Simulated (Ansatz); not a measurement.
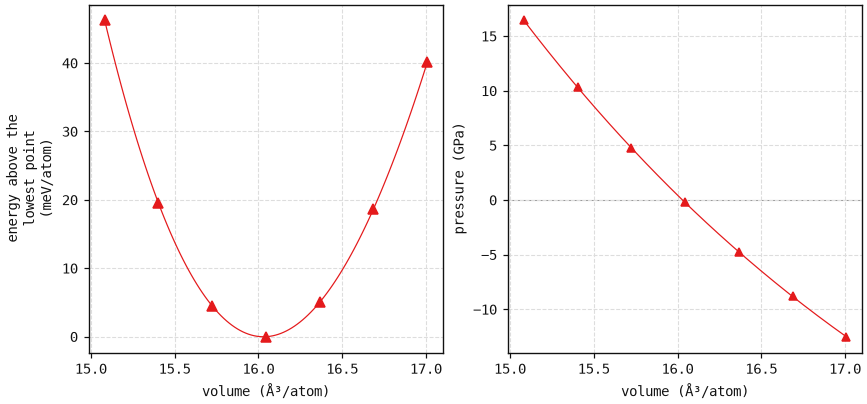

The picture above shows the energy above the lowest point and pressure against volume for Mo, space group Fm-3m (No. 225) (one of a set of cubic test structures, which need not be the stable phase).

Method: equation of state of a cubic crystal from periodic Kohn-Sham density functional theory without spin, third-order Birch-Murnaghan fit to the free energies; pressure corrected for the finite basis (Ansatz 0.2.0 development build). Level: PBE.

structure type fcc; atoms in cell 1; space group number 225; lattice centring face-centred primitive; k mesh 47×47×47; occupation method Fermi–Dirac; occupation width 0.06123 eV; wave cutoff 420 eV; datasets soft-1 PAW; density tolerance 1e−07 eV; bands 11; density cutoff ratio 4; search for lower states default.

**What equilibrium volume and bulk modulus follow from the curve?**

A third-order Birch–Murnaghan fit gives V0 = 16.03 Å³/atom, B0 = 238 GPa and B′ = 4.1.

**What does the pressure do across the range?**

It falls from 16.4 GPa at volume 15.08 Å³/atom to −12.5 GPa at 17.01 Å³/atom, and changes sign near 16.03 Å³/atom.

Caveats: cubic model structure, not the ambient form.
